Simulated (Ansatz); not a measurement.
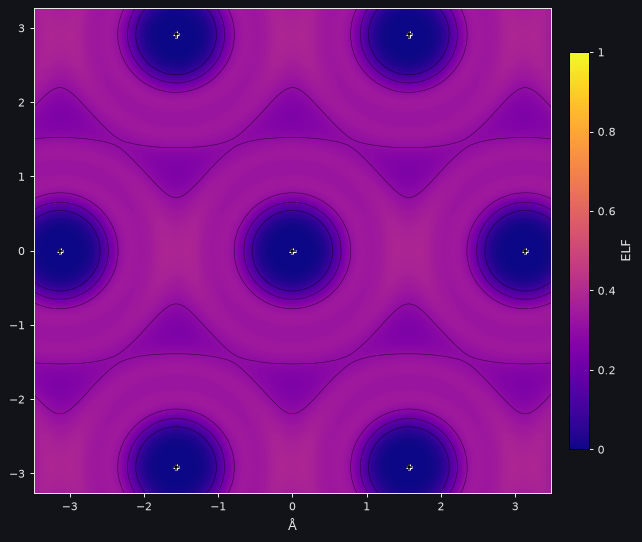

The ELF on a plane through atoms (crosses mark nuclei in the plane).

All numbers below come from DFT PBEsol, scalar-relativistic, plane waves, PAW in Ansatz.

Candidates:
A. Sn, a = 3.13 Å, b = 3.13 Å, c = 4.91 Å, α = 90.00°, β = 90.00°, γ = 90.00°. Space group I4/mmm; changed on purpose from its base cell (volume × 0.91, shape and atoms relaxed); computed pressure about 7 GPa in this cell.
B. ZrSi₂, a = 3.67 Å, b = 14.56 Å, c = 3.66 Å, α = 90.00°, β = 90.00°, γ = 90.00°. Space group Cmcm.
C. Au, a = 2.60 Å, b = 2.79 Å, c = 4.83 Å, α = 100.09°, β = 94.86°, γ = 105.02°. Space group P-1; a structure from a database of computed crystals, not necessarily the ambient phase; not relaxed (largest force 0.6 eV/Å); computed pressure about 17 GPa in this cell.

**Which candidate gave the map?**

Candidate A: Sn on the (011̄) plane of the conventional cell, which holds Sn. Sn–Sn (3.13 Å): the ELF is about 0.40 at the midpoint. Sn–Sn (3.31 Å): the ELF is about 0.30 at the midpoint (no shared electron pair shows on this line).
